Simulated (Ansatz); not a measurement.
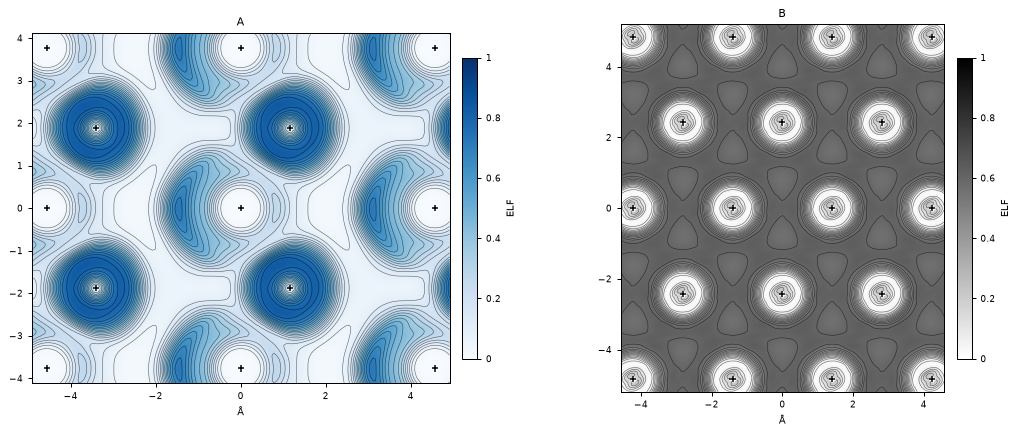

The ELF of 2 systems, each on a plane through atoms (crosses mark nuclei in the plane).

The calculation used Ansatz 0.2.0, DFT PBEsol+D3(BJ), scalar-relativistic, plane waves, PAW.

System 1: Al, the (101̄) plane of the conventional cell. Space group Immm; changed on purpose from its base cell (strain +0.0100 x Voigt [0, 0, 0, 0, 0, 1], atoms carried along); computed without spin polarisation.

System 2: SnO, the (110) plane of the conventional cell. Space group C2; changed on purpose from its base cell (atom 3 (O) moved +0.150 A along Cartesian [1 1 0]); not relaxed (largest force 1.3 eV/Å).

```xyz
8
Lattice="3.7704 -3.7704 0.0000 3.7704 3.7704 0.0000 0.0000 0.0000 4.5634" Properties=species:S:1:pos:R:3 pbc="T T T"
Sn    3.7704   -1.8852    1.1557
Sn    3.7704    1.8852    1.1557
Sn    1.8852    0.0000    3.4077
Sn    5.6556    0.0000    3.4077
O     0.1061    0.1061    0.0000
O     3.8765    0.1061    0.0000
O     1.8852   -1.8852    0.0000
O     1.8852    1.8852    0.0000
```

Question: Which map belongs to which system?

Answer: Panel A is system 2, SnO: the plane holds Sn and O. Sn–O (2.21 Å): the ELF peaks at about 0.85 in the valence shell of O, 0.6 Å from its nucleus, and is about 0.20 at the midpoint: no shared electron pair shows on this line. Panel B is system 1, Al: the plane holds Al. Al–Al (2.82 Å): the ELF peaks at about 0.65 between the atoms.
